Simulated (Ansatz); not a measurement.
**BN: band-structure calculation**

The run: band-structure calculation of BN (2 atoms in the cell). Method and program: DFT, PBE, PAW with Ansatz's default frozen-core files, scalar-relativistic, no spin polarisation (Ansatz 0.2.0).

It belongs to a series of runs on one base structure; here: volume scaled by 1, PAW files. Figures and captions count atoms from 1; the log counts them from 0 in places.

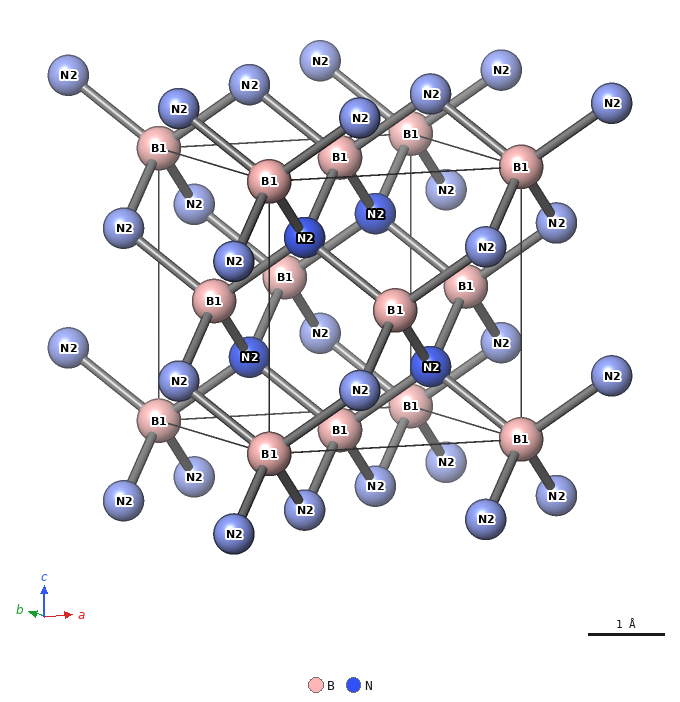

Fig. 1: The structure as given in the input (ball-and-stick view of the cell 4 times as large as that of the calculation, set on its symmetry axes, seen slightly off an axis; neighbours outside the cell are drawn fainter; atoms are numbered from 1 in the order of the input). Near neighbours in the crystal (not all of them lie inside the picture): B has 4 N at 1.57 Å; N has 4 B at 1.57 Å.

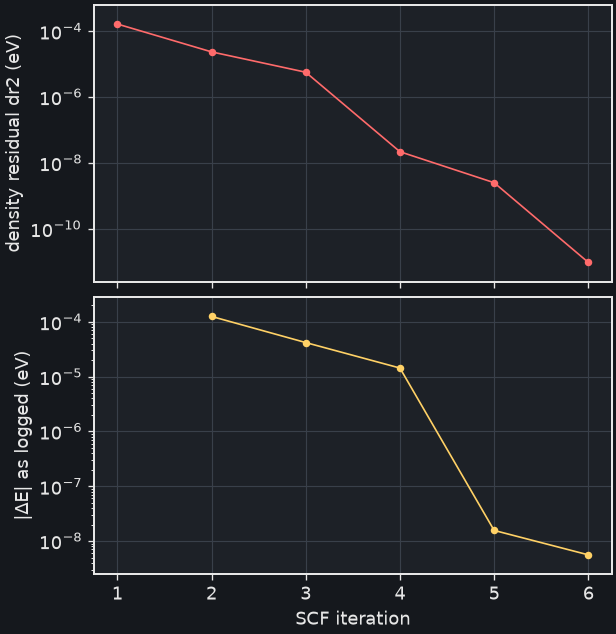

Fig. 2: Convergence of the self-consistent field: density residual dr2 and size of the energy change against the SCF iteration. The residual falls at every step.

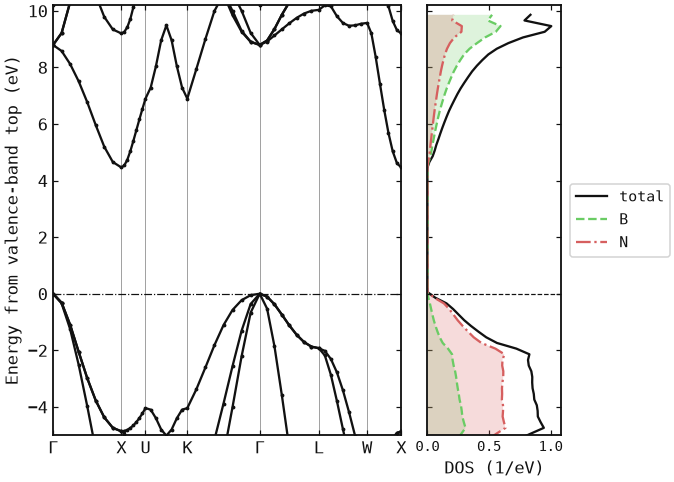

Fig. 3: Band structure along Γ–X–U–K–Γ–L–W–X and density of states (projected on Löwdin-orthogonalised atomic shells), with energies from the valence-band top. There is a gap of 4.46 eV on this path, indirect, from Γ to X.

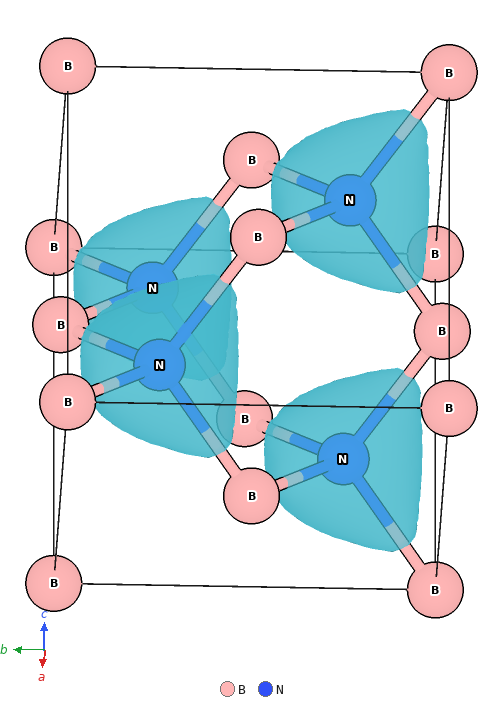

Fig. 4: Isosurface of the valence pseudo-density at 1 e/Å³ (cyan), seen at an oblique angle. Sticks mark near contacts. The outline is the cell set on symmetry axes. At this value the density breaks into separate islands; it holds about 50 % of the electrons treated as valence. On the grid the lowest density along these lines, outside the cores, is 1.2 e/Å³ (B–N, 1.57 Å). Core electrons are frozen (PAW), so the fields are smoothed inside the atomic spheres.

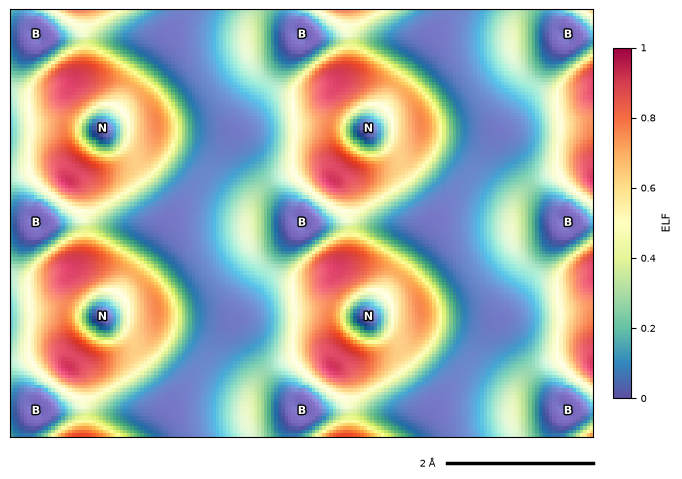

Fig. 5: Electron localisation function on the (110) plane of the conventional cell. Atoms in the plane: B and N.

The input that produced these results follows, with the program's output.

The input:
```yaml
crystal:
  lattice:
    - [0.0, 1.8123519188, 1.8123519188]
    - [1.8123519188, 0.0, 1.8123519188]
    - [1.8123519188, 1.8123519188, 0.0]
  atoms:
    - { symbol: B, position: [0.0, 0.0, 0.0] }
    - { symbol: "N", position: [0.25, 0.25, 0.25] }
kpoints:
  mp_grid: { grid: [15, 15, 15] }
  band_path:
    path:
      - [0.0, 0.0, 0.0]
      - [-0.5, -0.5, 0.0]
      - [-0.375, -0.375, 0.25]
      - [-0.375, 0.0, 0.375]
      - [0.0, 0.0, 0.0]
      - [0.0, 0.0, 0.5]
      - [-0.5, -0.25, 0.25]
      - [-0.5, -0.5, 0.0]
    npoints: 8
scf:
  occupations: { method: fermi_dirac, width: 0.05 }
hamiltonian:
  xc: pbe
  pseudopotentials: { kind: paw }
output:
  forces: true
  stress: true
  eigenvalues: true
  populations: true
  dos: { projected: true, de: 0.2, e_range: [-14, 8] }
  write_density: true
  write_potential: true
  elf: true
  volumetric_format: npy
```

Launched with:
```bash
ansatz run input.yaml --threads 1 --pin off --max-ram 2048MiB --backend cpu --events-out ev --progress --plain --runs-dir out
```

Output:
```
Engine: ansatz 0.2.0, x86_64-unknown-linux-gnu
Pseudopotentials: kind: paw
Pseudopotential: B, paw, valence charge 3, recommended cutoff 420 eV (normal), B.paw.azcp
Pseudopotential: N, paw, valence charge 5, recommended cutoff 420 eV (normal), N.paw.azcp
Functional definition: PBE
  parameter kappa = 0.804
  parameter beta = 0.06672455060314922
  exchange = pbe_x(kappa = kappa, mu = beta*pi^2/3)
  correlation = pbe_c(beta = beta)
Crystal: 2 atoms, lattice volume = 11.906 Å³
Basis set: ecut = 420 eV, 259 PW (Γ), exchange–correlation on 36×36×36 points (8 copies of the dense FFT grid, shifted against one another)
Bands: 8, of which v1, the nominal top of the filled ones, is band 4 counted from 1 (3 counted from 0)
Symmetry: 24 space group operations
Space group: F-43m (ITA 216), of the structure as read, at distance tolerance 2.3e-5 Å
k-points: 120 of 3375 (time reversal used)
Non-local potential: B, projectors of the file, l = 0: 2, l = 1: 2, l = 2: 1
Non-local potential: N, projectors of the file, l = 0: 2, l = 1: 2, l = 2: 1
PAW form: soft (Blöchl's): semilocal exchange-correlation on the pseudo side does not see the compensation charge
PAW one-centre angular grid: B, 110 points (default); XC on 64 Gauss nodes
PAW one-centre angular grid: N, 110 points (default); XC on 64 Gauss nodes
Initial density: superposition of atomic densities (neutral atoms: chi_scale 0, normalization atom), corrected by the library's trained network
Initial wavefunctions: pseudopotential atomic-orbital guess
Functional: x = pbe(κ = 0.804, μ = 0.2195149727645171), c = pbe(β = 0.06672455060314922)
SCF iter   1: F=—  HF=-542.275641 eV  |F-HF|=—  |Δ(HF+E_count)|=         —  Δρ=1.60e-3  dr2=1.63e-4  ethr=1.77e-3  ⟨swp⟩=4.3  Hψ=6096  notcnv=0
preconditioner: auto → none  [insulator: Δε(μ)=4.523 eV  Ē_g=19.897 eV  σ=0.050 eV  W_gap=1.00  n_scr=0 (ndim 8)  ℏωp=30.4 eV  f_vac=0.000  D(μ)=0.00/eV (n_scr^D=0)  ε∞_Penn≈3.3]
SCF iter   2: F=—  HF=-542.275766 eV  |F-HF|=—  |Δ(HF+E_count)|=   1.25e-4  Δρ=8.32e-4  dr2=2.33e-5  ethr=2.04e-6  ⟨swp⟩=2.1  Hψ=2390  notcnv=0
SCF iter   3: F=—  HF=-542.275808 eV  |F-HF|=—  |Δ(HF+E_count)|=   4.17e-5  Δρ=3.71e-4  dr2=5.63e-6  ethr=2.91e-7  ⟨swp⟩=2.1  Hψ=1376  notcnv=0
iter 4 did not close the SCF: its close was put off for the readings that it lacked (scf_convergence_deferred on its scf_iter line)
SCF iter   4: F=-542.275822 eV  HF=-542.275822 eV  |F-HF|=1.60e-8  |Δ(HF+E_count)|=   1.43e-5  Δρ=2.41e-5  dr2=2.19e-8  ethr=7.03e-8  ⟨swp⟩=2.3  Hψ=1396  notcnv=0
iter 5 did not close the SCF: its close was put off for the readings that it lacked (scf_convergence_deferred on its scf_iter line)
SCF iter   5: F=-542.275822 eV  HF=-542.275822 eV  |F-HF|=4.97e-9  |Δ(HF+E_count)|=   1.56e-8  Δρ=9.03e-6  dr2=2.52e-9  ethr=2.74e-10  ⟨swp⟩=1.9  Hψ=1191  notcnv=0
SCF iter   6: F=-542.275822 eV  HF=-542.275822 eV  |F-HF|=1.07e-11  |Δ(HF+E_count)|=   5.59e-9  Δρ=4.35e-7  dr2=9.64e-12  ethr=3.15e-11  ⟨swp⟩=4.3  Hψ=4283  notcnv=0
SCF 1 converged in 6 iterations: F = -542.275822 eV  dr2 = 9.64e-12
  greatest PAW one-centre occupation: 0.786 electrons in one spin orbital (limit 2), on the N atom at site 1 (counted from 0), in its partial waves of l = 0
NSCF: frozen V_eff on 57 k-points
SCF converged after 6 iterations
Free energy (F): -542.275822 eV
Harris-Foulkes:  -542.275822 eV  (|F-HF|=1.07e-11)
Internal energy: -542.275822 eV  (E = F + TS)
E sigma→0 (E₀):  -542.275822 eV
Fermi energy:    13.309342 eV
--- Per-component energies (eV) ---
  E_band       = 25.733338
  E_kinetic    = 185.141960
  E_local      = -176.091499  (includes V_loc(G=0)·N_el)
  E_nonlocal   = 56.516181
  E_hartree    = 49.317174
  E_xc         = -93.329831
  E_vxc        = -116.077029  (∫ρ·V_xc dr)
  E_paw        = -206.404707  (= ΣΔE_a)
  E_vpaw       = -22.390721  (= ΣTr[D̂ρ^β])
  E_aug_tail   = 0.000103  (compensation charges beyond the density's cutoff)
  E_ewald      = -357.425204
  E_smearing   = -0.000000  (= −TS)
  E_closure    = 0.000000  (closes the sum)
  Σ components = -542.275822   (vs F -542.275822, Δ=0.00e0)
--- Forces (eV/Å), atoms counted from 1 ---
  atom   1  B      0.00000000    -0.00000000    -0.00000000
  atom   2  N     -0.00000000    -0.00000000    -0.00000000
  max |Σ_I F_I| component: 6.38e-16 eV/Å
--- Stress (GPa, compression-positive) ---
       -0.006934      -0.000000      -0.000000
        0.000000      -0.006934       0.000000
       -0.000000       0.000000      -0.006934
  P = ⅓ Tr σ = -0.0069 GPa (-0.069 kbar)
--- Band table (eV; the first three rows and the last of 120) ---
  k-point 0: bands = ["-9.0900", "11.0506", "11.0506", "11.0506", "19.8429", "19.8429", "19.8429", "21.2423"]
  k-point 1: bands = ["-8.9824", "10.4534", "10.9343", "10.9343", "19.9789", "20.0205", "20.0205", "21.6166"]
  k-point 2: bands = ["-8.6619", "8.9715", "10.6293", "10.6293", "20.2095", "20.4732", "20.4732", "22.5873"]
  k-point 119: bands = ["-3.2973", "3.3951", "3.9103", "5.0898", "20.4585", "24.0941", "25.3848", "26.1228"]
--- Löwdin populations: 2 sites ---
  site symbol       q [e]
     0      B      2.6895
     1      N      5.2822
  spilling = 0.003536 (of n_electrons = 8.000000)
```

File v_z.tsv:
```
# z_ang	v_es[eV]	v_tot[eV]
# format = ansatz-planar-average/11
# xc	pbe
# density_cutoff_ev	1680
# datasets	B=:simpson_from_first_knot:soft	N=:simpson_from_first_knot:soft
# lattice	0.000000000	1.812351919	1.812351919
# lattice	1.812351919	0.000000000	1.812351919
# lattice	1.812351919	1.812351919	0.000000000
# sites	2
# site	5	0.000000000	0.000000000	0.000000000
# site	7	0.906175959	0.906175959	0.906175959
0.000000	-3.853558e0	-1.799462e1
0.142392	-5.711973e0	-2.050328e1
0.284784	-6.662114e0	-2.178724e1
0.427175	-6.456153e0	-2.162961e1
0.569567	-5.099091e0	-2.007994e1
0.711959	-2.878844e0	-1.745991e1
0.854351	-1.595246e-1	-1.414091e1
0.996743	2.827097e0	-1.038968e1
1.139135	5.903728e0	-6.458152e0
1.281526	8.668096e0	-2.827814e0
1.423918	1.056033e1	-1.773602e-1
1.566310	1.122051e1	9.815224e-1
1.708702	1.062400e1	5.451368e-1
1.851094	9.004752e0	-1.224616e0
1.993485	6.565157e0	-4.066760e0
2.135877	3.776391e0	-7.499805e0
2.278269	1.111463e0	-1.106013e1
2.420661	-1.456745e0	-1.466405e1
```

Summary:

```json
{"quantity": "outcome", "value": "converged"}
{"quantity": "space group (tolerance 0.01 Å)", "value": "F-43m (216)"}
{"quantity": "electrons treated", "value": "8"}
{"quantity": "free energy", "value": "−542.2758 eV"}
{"quantity": "Fermi energy", "value": "13.309 eV"}
{"quantity": "gap on the k-point mesh", "value": "4.52 eV"}
{"quantity": "pressure", "value": "−0.01 GPa"}
{"quantity": "largest force (length of the vector)", "value": "under 0.001 eV/Å"}
{"quantity": "hardware", "value": "1 thread of Intel Xeon (Granite Rapids), 64 GiB of memory available, shared host"}
{"quantity": "wall time", "value": "1.2 s"}
{"quantity": "peak memory", "value": "0.33 GiB"}
```
